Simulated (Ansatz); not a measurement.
**Run report: TaN, single-point calculation (part 2 of 2)**

TaN (P-62m, 6 atoms in the cell); DFT LDA+U, scalar-relativistic, plane waves, PAW, Ueff = 3 eV on Ta atom 1 d; Ueff = 3 eV on Ta atom 2 d; Ueff = 3 eV on Ta atom 3 d, spin-polarised (Ansatz 0.2.0); cutoff 420 eV, 4×4×6 k-mesh, Gaussian smearing of 0.05 eV, collinear spins. The structure derives from an entry of the Crystallography Open Database. It belongs to a series of runs on one base structure; here: from atoms, default search.

Geometry of the input (Å; fractional positions):
```
5.1960  0.0000  0.0000
-2.5980  4.4999  0.0000
0.0000  0.0000  2.9110
Ta 0.3333  0.6667  0.5000
Ta 0.6667  0.3333  0.5000
Ta 0.0000  0.0000  0.0000
N  0.3928  0.0000  0.0000
N  0.6071  0.6071  0.0000
N  -0.0000  0.3928  0.0000
```

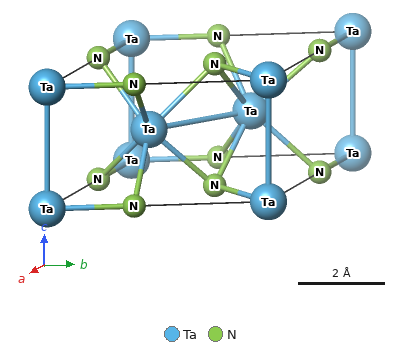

**Figure 1.** The input geometry (ball-and-stick view of the cell of the calculation, seen slightly off an axis).

**Log, continued**
```
SCF iter   1: F=—  HF=-30165.337623 eV  |F-HF|=—  |Δ(HF+E_count)|=         —  Δρ=8.63e-2 (↑8.63e-2 ↓8.31e-2)  dr2=4.56e0  dr2_m=3.62e0  M=0.585 μB ∫|m|=1.367 μB  β_m=0.30  ethr=3.10e-3  ⟨swp⟩=5.9  Hψ=4686  notcnv=0
preconditioner: auto → Resta (q_TF=auto, 2.625 Å⁻¹)  ε∞=6.3  [insulator: Δε(μ)=0.068 eV  Ē_g=10.754 eV  σ=0.050 eV  W_gap=0.65  n_scr=26 (ndim 8)  ℏωp=24.7 eV  f_vac=0.000  D(μ)=1.25/eV (n_scr^D=6)  ε∞_Penn≈6.3]
spin=Collinear: Resta preconditioning applied to the charge; magnetization (m = ρ↑ − ρ↓) channel mixes plain (no charge-response kernel on spin).
SCF iter   2: F=—  HF=-30165.851960 eV  |F-HF|=—  |Δ(HF+E_count)|=   5.14e-1  Δρ=5.96e-2 (↑5.96e-2 ↓5.86e-2)  dr2=1.13e0  dr2_m=1.90e0  M=0.391 μB ∫|m|=1.083 μB  β_m=0.30  ethr=3.10e-3  ⟨swp⟩=2.2  Hψ=1894  notcnv=0  defer=80
SCF iter   3: F=—  HF=-30166.414464 eV  |F-HF|=—  |Δ(HF+E_count)|=   5.63e-1  Δρ=4.22e-2 (↑3.97e-2 ↓4.22e-2)  dr2=1.69e-1  dr2_m=9.63e-1  M=0.375 μB ∫|m|=0.943 μB  β_m=0.30  ethr=2.09e-3  ⟨swp⟩=2.1  Hψ=1719  notcnv=0  defer=83
SCF iter   4: F=—  HF=-30166.805062 eV  |F-HF|=—  |Δ(HF+E_count)|=   3.91e-1  Δρ=2.89e-2 (↑2.87e-2 ↓2.89e-2)  dr2=1.51e-2  dr2_m=5.12e-1  M=0.304 μB ∫|m|=0.761 μB  β_m=0.30  ethr=3.13e-4  ⟨swp⟩=2.8  Hψ=1990  notcnv=0  defer=87
SCF iter   5: F=—  HF=-30167.028288 eV  |F-HF|=—  |Δ(HF+E_count)|=   2.23e-1  Δρ=2.10e-2 (↑2.07e-2 ↓2.10e-2)  dr2=4.56e-3  dr2_m=2.70e-1  M=0.273 μB ∫|m|=0.640 μB  β_m=0.30  ethr=2.80e-5  ⟨swp⟩=2.0  Hψ=1585  notcnv=0  defer=87
SCF iter   6: F=—  HF=-30167.153530 eV  |F-HF|=—  |Δ(HF+E_count)|=   1.25e-1  Δρ=1.58e-2 (↑1.58e-2 ↓1.57e-2)  dr2=5.34e-4  dr2_m=1.55e-1  M=0.165 μB ∫|m|=0.487 μB  β_m=0.30  ethr=8.44e-6  ⟨swp⟩=2.1  Hψ=1544  notcnv=0  defer=87
SCF iter   7: F=—  HF=-30167.228889 eV  |F-HF|=—  |Δ(HF+E_count)|=   7.54e-2  Δρ=1.18e-2 (↑1.17e-2 ↓1.18e-2)  dr2=2.11e-4  dr2_m=8.59e-2  M=0.126 μB ∫|m|=0.394 μB  β_m=0.30  ethr=9.88e-7  ⟨swp⟩=3.0  Hψ=1993  notcnv=0  defer=87
Mixer restart at iter 7: flushing history
spin-set hold released at iteration 7 (site moments contracting): the magnetisation degrees of freedom join the quasi-Newton model from the next iteration; the mixer history was flushed
SCF iter   8: F=—  HF=-30167.271720 eV  |F-HF|=—  |Δ(HF+E_count)|=   4.28e-2  Δρ=8.72e-3 (↑8.57e-3 ↓8.72e-3)  dr2=2.95e-4  dr2_m=4.66e-2  M=0.125 μB ∫|m|=0.338 μB  β_m=0.65  ethr=3.92e-7  ⟨swp⟩=3.3  Hψ=2327  notcnv=0  defer=87
SCF iter   9: F=—  HF=-30167.325769 eV  |F-HF|=—  |Δ(HF+E_count)|=   5.40e-2  Δρ=1.47e-3 (↑1.47e-3 ↓1.28e-3)  dr2=8.27e-5  dr2_m=1.15e-3  M=0.088 μB ∫|m|=0.129 μB  β_m=0.82  ethr=3.92e-7  ⟨swp⟩=3.8  Hψ=2600  notcnv=0  defer=87
SCF iter  10: F=—  HF=-30167.327065 eV  |F-HF|=—  |Δ(HF+E_count)|=   1.30e-3  Δρ=4.62e-4 (↑2.40e-4 ↓4.62e-4)  dr2=1.26e-4  dr2_m=6.08e-5  M=0.056 μB ∫|m|=0.064 μB  β_m=0.84  ethr=1.53e-7  ⟨swp⟩=2.8  Hψ=2253  notcnv=0  defer=87
SCF iter  11: F=—  HF=-30167.327174 eV  |F-HF|=—  |Δ(HF+E_count)|=   1.08e-4  Δρ=1.81e-4 (↑1.81e-4 ↓1.53e-4)  dr2=2.65e-5  dr2_m=1.18e-5  M=0.042 μB ∫|m|=0.043 μB  β_m=0.88  ethr=1.53e-7  ⟨swp⟩=2.8  Hψ=1818  notcnv=0  defer=87
SCF iter  12: F=—  HF=-30167.327210 eV  |F-HF|=—  |Δ(HF+E_count)|=   3.57e-5  Δρ=1.15e-4 (↑1.08e-4 ↓1.15e-4)  dr2=1.86e-6  dr2_m=7.45e-6  M=0.033 μB ∫|m|=0.034 μB  β_m=0.94  ethr=4.90e-8  ⟨swp⟩=2.0  Hψ=1541  notcnv=0  defer=87
SCF iter  13: F=—  HF=-30167.327251 eV  |F-HF|=—  |Δ(HF+E_count)|=   4.18e-5  Δρ=8.41e-5 (↑8.41e-5 ↓7.20e-5)  dr2=5.69e-6  dr2_m=3.03e-6  M=0.021 μB ∫|m|=0.022 μB  β_m=0.97  ethr=3.44e-9  ⟨swp⟩=2.7  Hψ=2018  notcnv=0  defer=87
SCF iter  14: F=—  HF=-30167.327274 eV  |F-HF|=—  |Δ(HF+E_count)|=   2.26e-5  Δρ=2.59e-5 (↑2.19e-5 ↓2.59e-5)  dr2=4.59e-8  dr2_m=3.45e-7  M=0.007 μB ∫|m|=0.007 μB  β_m=0.99  ethr=1.85e-10  ⟨swp⟩=13.1  Hψ=8766  notcnv=0
iter 15 did not close the SCF: its close was put off for a magnetic moment that had not settled (scf_convergence_deferred on its scf_iter line)
SCF iter  15: F=-30167.327277 eV  HF=-30167.327277 eV  |F-HF|=1.02e-10  |Δ(HF+E_count)|=   2.58e-6  Δρ=2.08e-6 (↑1.52e-6 ↓2.08e-6)  dr2=3.47e-9  dr2_m=1.11e-9  M=0.000 μB ∫|m|=0.000 μB  β_m=0.99  ethr=8.50e-11  ⟨swp⟩=10.0  Hψ=7837  notcnv=0
iter 16 did not close the SCF: its close was put off for a magnetic moment that had not settled (scf_convergence_deferred on its scf_iter line)
SCF iter  16: F=-30167.327277 eV  HF=-30167.327277 eV  |F-HF|=2.26e-10  |Δ(HF+E_count)|=   3.84e-9  Δρ=5.93e-7 (↑5.57e-7 ↓5.93e-7)  dr2=1.29e-10  dr2_m=1.88e-10  M=0.000 μB ∫|m|=0.000 μB  β_m=1.00  ethr=6.42e-12  ⟨swp⟩=4.9  Hψ=5684  notcnv=0
SCF iter  17: F=-30167.327277 eV  HF=-30167.327277 eV  |F-HF|=1.09e-11  |Δ(HF+E_count)|=   1.12e-9  Δρ=1.51e-7 (↑1.51e-7 ↓6.39e-8)  dr2=3.24e-11  dr2_m=5.90e-12  M=0.000 μB ∫|m|=0.000 μB  ethr=1.00e-12  ⟨swp⟩=4.8  Hψ=5414  notcnv=0
SCF 1 converged in 17 iterations: F = -30167.327277 eV  dr2 = 3.24e-11
  greatest PAW one-centre occupation: 1.000 electrons in one spin orbital (limit 2), on the Ta atom at site 1 (counted from 0), in its partial waves of l = 0
Bands: 38, of which v1, the nominal top of the filled ones, is band 27 counted from 1 (26 counted from 0)
Symmetry: 1 space group operations
k-points: 52 of 96 (time reversal used)
Starting moments: Σ|m| = 9 μB on 3 of 6 sites
SCF iter   1: F=—  HF=-30162.319783 eV  |F-HF|=—  |Δ(HF+E_count)|=         —  Δρ=7.62e-2 (↑7.62e-2 ↓7.30e-2)  dr2=4.69e0  dr2_m=2.61e0  M=1.830 μB ∫|m|=2.916 μB  β_m=0.30  ethr=3.10e-3  ⟨swp⟩=5.9  Hψ=16233  notcnv=0
preconditioner: auto → Kerker (q_TF=auto, 2.625 Å⁻¹)  [metal: Δε(μ)=0.043 eV  Ē_g=11.256 eV  σ=0.050 eV  W_gap=0.45  n_scr=26 (ndim 8)  ℏωp=24.7 eV  f_vac=0.000  D(μ)=5.17/eV (n_scr^D=68)]
spin=Collinear: Kerker preconditioning applied to the charge; magnetization (m = ρ↑ − ρ↓) channel mixes plain (no charge-response kernel on spin).
SCF iter   2: F=—  HF=-30163.908022 eV  |F-HF|=—  |Δ(HF+E_count)|=    1.59e0  Δρ=5.85e-2 (↑5.85e-2 ↓5.34e-2)  dr2=1.39e0  dr2_m=1.65e0  M=1.109 μB ∫|m|=2.150 μB  β_m=0.65  ethr=3.10e-3  ⟨swp⟩=2.0  Hψ=5944  notcnv=0  defer=348
preconditioner: auto → Resta (q_TF=auto, 2.625 Å⁻¹)  ε∞=6.1  [insulator: Δε(μ)=0.056 eV  Ē_g=10.942 eV  σ=0.050 eV  W_gap=0.52  n_scr=26 (ndim 8)  ℏωp=24.7 eV  f_vac=0.000  D(μ)=2.65/eV (n_scr^D=26)  ε∞_Penn≈6.1]
spin=Collinear: Resta preconditioning applied to the charge; magnetization (m = ρ↑ − ρ↓) channel mixes plain (no charge-response kernel on spin).
SCF iter   3: F=—  HF=-30167.225251 eV  |F-HF|=—  |Δ(HF+E_count)|=    3.32e0  Δρ=1.78e-2 (↑1.78e-2 ↓9.23e-3)  dr2=2.37e-1  dr2_m=8.50e-2  M=0.150 μB ∫|m|=0.575 μB  β_m=0.66  ethr=2.57e-3  ⟨swp⟩=2.2  Hψ=5729  notcnv=0  defer=351
SCF iter   4: F=—  HF=-30167.310615 eV  |F-HF|=—  |Δ(HF+E_count)|=         —  Δρ=6.62e-3 (↑6.47e-3 ↓6.62e-3)  dr2=3.26e-3  dr2_m=2.59e-2  M=0.042 μB ∫|m|=0.189 μB  β_m=0.66  ethr=4.39e-4  ⟨swp⟩=2.3  Hψ=6188  notcnv=0  defer=363
Mixer restart at iter 4: flushing history
SCF iter   5: F=—  HF=-30167.323156 eV  |F-HF|=—  |Δ(HF+E_count)|=   1.25e-2  Δρ=3.43e-3 (↑3.43e-3 ↓3.00e-3)  dr2=8.43e-4  dr2_m=6.25e-3  M=0.052 μB ∫|m|=0.129 μB  β_m=0.83  ethr=6.04e-6  ⟨swp⟩=2.1  Hψ=5847  notcnv=0  defer=363
SCF iter   6: F=—  HF=-30167.327243 eV  |F-HF|=—  |Δ(HF+E_count)|=   4.09e-3  Δρ=7.97e-4 (↑3.13e-4 ↓7.97e-4)  dr2=6.90e-4  dr2_m=6.28e-5  M=0.048 μB ∫|m|=0.057 μB  β_m=0.75  ethr=1.56e-6  ⟨swp⟩=2.8  Hψ=6046  notcnv=0  defer=363
an SCF from ferromagnetic starting moments (3.00, 3.00, 3.00, 0.00, 0.00, 0.00 Bohr magnetons, atom by atom) was given up at its iteration 6, 0.03 meV above the state that the run had reached, since its moments had collapsed: that state stands; the SCF set out from the atoms and, under a Hubbard term, can stand on another filling of the shells than the run's state, so that by this SCF it is not known whether that order lies lower
WARN: the starting moments were not kept: the SCF closed with an absolute magnetisation of 9.6e-6 μB, where they sum to 6 μB in size (3 sites). That is at most 0.1 of that sum. Measured as dr2_m measures the in/out step, that magnetisation stands 7.0e-12 eV from none, at or under the dr2_threshold of 1.0e-7 eV: it is no larger than a step whose dr2_m would equal this threshold. The system may hold no moment; this SCF shows only that its start led to no more than that. To try another start: raise the starting moments (crystal.atoms[].spin, magnetization.per_species, magnetization.initial_magnetization, or on a non-collinear deck that types none of these the spinor_matrix: blocks that start its atoms; where the total moment is fixed, keep their sum and leave initial_magnetization as it is; typed ones take the place of any that the run laid by itself, positive ones on a crystal's lanthanoids without a Hubbard term where scf.initial_density.shell_occupations: [] is typed) or, if the notice of its spin-set hold's release reads "site moments contracting" or "site moments show no strong build", lengthen the hold (scf.mixing.spin_hold: { on: { confirm: 4 } }; for m-r²SCAN on two components see the key's manual first). Each may lead to a state that holds a moment. A second SCF, from the converged charge density, with the starting moments and any scf.initial_density.shell_occupations laid on it anew, would have followed, and was not run: the deck does not ask for one (magnetization.retry_lost_moments is false, the default). To let it run, set magnetization.retry_lost_moments: true and run the deck again, where that key's refused combinations let it; where memory then withholds it, that run's warning says so.
SCF converged after 17 iterations
Magnetization: 0.0000 μB (27.0000 up, 27.0000 down)
Absolute magnetization: 0.0000 μB (∫|ρ↑−ρ↓|, with the PAW one-centre terms)
Spin contamination: 0.0000 ħ² per cell (⟨S²⟩ above its minimum at these occupations)
Per-site moments (μB) at R_I (Å): [(1.7083387241617622e-6, 0.892213750721576), (1.7083387241282407e-6, 0.892213750721576), (5.711679929299333e-7, 0.8420150719977306), (-8.102679635450403e-8, 0.8420150719977306), (-8.10267963802427e-8, 0.8420150719977306), (-8.102679650636957e-8, 0.8420150719977306)]
Free energy (F): -30167.327277 eV
Harris-Foulkes:  -30167.327277 eV  (|F-HF|=1.09e-11)
Internal energy: -30167.323228 eV  (E = F + TS)
E sigma→0 (E₀):  -30167.325253 eV
Entropy (-TS):   -0.004048 eV (-0.675 meV/atom)
Fermi energy:    19.635669 eV
--- Per-component energies (eV) ---
  E_band       = -231.477568
  E_kinetic    = 1496.948533
  E_local      = -2050.211887  (includes V_loc(G=0)·N_el)
  E_nonlocal   = 200.916626
  E_hartree    = 688.618602
  E_xc         = -832.036517
  E_vxc        = -844.246096  (∫ρ·V_xc dr)
  E_hubbard    = 10.351122  (on-site DFT+U / exact-exchange correction)
  E_vhub       = 4.012469  (the Hubbard potential's part of the band-sum identity)
  E_paw        = -24802.021659  (= ΣΔE_a)
  E_vpaw       = -416.135309  (= ΣTr[D̂ρ^β])
  E_aug_tail   = 0.000828  (compensation charges beyond the density's cutoff)
  E_ewald      = -4880.905716
  E_core_change = 1.016840  (= ΣΔE_core)
  E_smearing   = -0.004048  (= −TS)
  E_closure    = 0.000000  (closes the sum)
  Σ components = -30167.327277   (vs F -30167.327277, Δ=0.00e0)
--- Forces (eV/Å), atoms counted from 1 ---
  atom   1  Ta    -0.00000000     0.00000000     0.00000000
  atom   2  Ta     0.00000000     0.00000000    -0.00000000
  atom   3  Ta    -0.00000000    -0.00000000    -0.00000000
  atom   4  N     -0.05154909    -0.00000000    -0.00000000
  atom   5  N      0.02577455     0.04464283     0.00000000
  atom   6  N      0.02577455    -0.04464283    -0.00000000
  max |Σ_I F_I| component: 1.53e-16 eV/Å
--- Stress (GPa, compression-positive) ---
       -6.881235      -0.000000      -0.000000
       -0.000000      -6.881235       0.000000
       -0.000000       0.000000      -8.247300
  P = ⅓ Tr σ = -7.3366 GPa (-73.366 kbar)
--- Band table (eV; the first three rows and the last of 32) ---
  k-point 0 ↑: bands = ["-50.0753", "-50.0288", "-49.4732", "-16.8759", "-16.8759", "-16.5359", "-16.5359", "-16.3384", "-16.2303", "-16.1282", "-16.1282", "-15.4697", "1.3419", "4.2093", "4.2093", "10.1124", "12.9884", "12.9926", "12.9926", "13.9023", "13.9023", "14.5677", "14.5677", "15.1647", "16.1871", "17.4931", "18.7264", "18.7264", "20.3598", "20.3598", "21.2392", "21.4893", "21.4893", "21.9877", "22.8988", "22.8988"]
  k-point 1 ↑: bands = ["-50.0642", "-50.0187", "-49.4636", "-16.8406", "-16.8406", "-16.5603", "-16.4956", "-16.4956", "-16.4296", "-16.1267", "-16.1267", "-15.6421", "1.8511", "4.0953", "4.0953", "11.0015", "12.5805", "12.5805", "13.2201", "13.7001", "13.7001", "14.1558", "14.4122", "14.4122", "17.0873", "18.0482", "18.0482", "18.6679", "21.1033", "21.1033", "21.5474", "21.5474", "21.6848", "22.4622", "23.1833", "23.1833"]
  k-point 2 ↑: bands = ["-50.0403", "-49.9978", "-49.4442", "-16.9822", "-16.8117", "-16.7705", "-16.7705", "-16.4073", "-16.4073", "-16.1320", "-16.1320", "-15.9736", "2.9941", "3.8378", "3.8378", "11.4802", "11.9568", "11.9568", "12.9078", "12.9078", "12.9879", "14.6639", "14.6639", "14.7449", "17.3324", "17.3324", "19.6444", "21.2154", "21.2154", "21.2705", "21.8100", "21.8100", "22.8488", "23.0781", "23.0781", "23.5711"]
  k-point 15 ↓: bands = ["-50.0122", "-49.9994", "-49.4312", "-17.1386", "-17.0636", "-16.7885", "-16.6187", "-16.4847", "-16.3186", "-16.1340", "-16.1210", "-16.1070", "3.3747", "3.9064", "4.0276", "10.9721", "11.8243", "11.9231", "12.2228", "12.5883", "13.3247", "13.3267", "15.4403", "15.4751", "16.6211", "17.5439", "18.1465", "21.6406", "21.6919", "21.7850", "22.1204", "22.7920", "23.3126", "23.5842", "24.1114", "25.3395"]
Occupation matrices written to [file]
--- Löwdin populations: 6 sites ---
  site symbol       q [e]    m [muB]
     0     Ta     12.1310     0.0000
     1     Ta     12.1310     0.0000
     2     Ta     12.3661     0.0000
     3      N      5.6955    -0.0000
     4      N      5.6955    -0.0000
     5      N      5.6955    -0.0000
  spilling = 0.005286 (of n_electrons = 54.000000)
--- Occupation matrices: 3 shells (run DFT+U table (all-electron-ortho-atomic); ε = 3.39e-4) ---
  Ta0 d_5D: site group C3h (-6)
  Ta0 d_5D up     Tr n = 1.8361  λ = 0.306 0.306 0.386 0.386 0.453  [2× xz 0.50 E''(1.00) | 2× x2-y2 0.50 E'(1.00) | z2 1.00 A'(1.00)]
  Ta0 d_5D dn     Tr n = 1.8361  λ = 0.306 0.306 0.386 0.386 0.453  [2× xz 0.50 E''(1.00) | 2× x2-y2 0.50 E'(1.00) | z2 1.00 A'(1.00)]
  Ta1 d_5D: site group C3h (-6)
  Ta1 d_5D up     Tr n = 1.8361  λ = 0.306 0.306 0.386 0.386 0.453  [2× xz 0.50 E''(1.00) | 2× x2-y2 0.50 E'(1.00) | z2 1.00 A'(1.00)]
  Ta1 d_5D dn     Tr n = 1.8361  λ = 0.306 0.306 0.386 0.386 0.453  [2× xz 0.50 E''(1.00) | 2× x2-y2 0.50 E'(1.00) | z2 1.00 A'(1.00)]
  Ta2 d_5D: site group D3h (-6m2)
  Ta2 d_5D up     Tr n = 1.8910  λ = 0.340 0.340 0.357 0.357 0.497  [2× x2-y2 0.50 E'(1.00) | 2× xz 0.50 E''(1.00) | z2 1.00 A1'(1.00)]
  Ta2 d_5D dn     Tr n = 1.8910  λ = 0.340 0.340 0.357 0.357 0.497  [2× x2-y2 0.50 E'(1.00) | 2× xz 0.50 E''(1.00) | z2 1.00 A1'(1.00)]
  Tr n, λ and their labels are of the run-group-symmetrised matrices; stabiliser: 24 of 24 elements of G0×{1,Θ} (closed), max defect 2.8e-6 at τ = 7.2e-5
```

**Results in brief**

```json
{"quantity": "outcome", "value": "converged"}
{"quantity": "space group (tolerance 0.01 Å)", "value": "P-62m (189)"}
{"quantity": "electrons treated", "value": "54"}
{"quantity": "free energy", "value": "−30167.3273 eV"}
{"quantity": "Fermi energy", "value": "19.636 eV"}
{"quantity": "gap on the k-point mesh", "value": "none (metallic)"}
{"quantity": "net moment of the cell", "value": "0.00 μB"}
{"quantity": "integrated absolute moment", "value": "0.00 μB"}
{"quantity": "pressure", "value": "−7.34 GPa"}
{"quantity": "largest force (length of the vector)", "value": "0.052 eV/Å"}
{"quantity": "hardware", "value": "4 threads of Arm Neoverse V1, 24 GiB of memory available, shared host"}
{"quantity": "wall time", "value": "10 s (CPU time 38 s)"}
{"quantity": "peak memory", "value": "0.52 GiB"}
```

**Notes**

The program warns: some starting moments were not kept. Spin–orbit coupling is left out, which matters for Ta. The cell is under a tension of 7.3 GPa at this level, so it is not at its equilibrium volume.
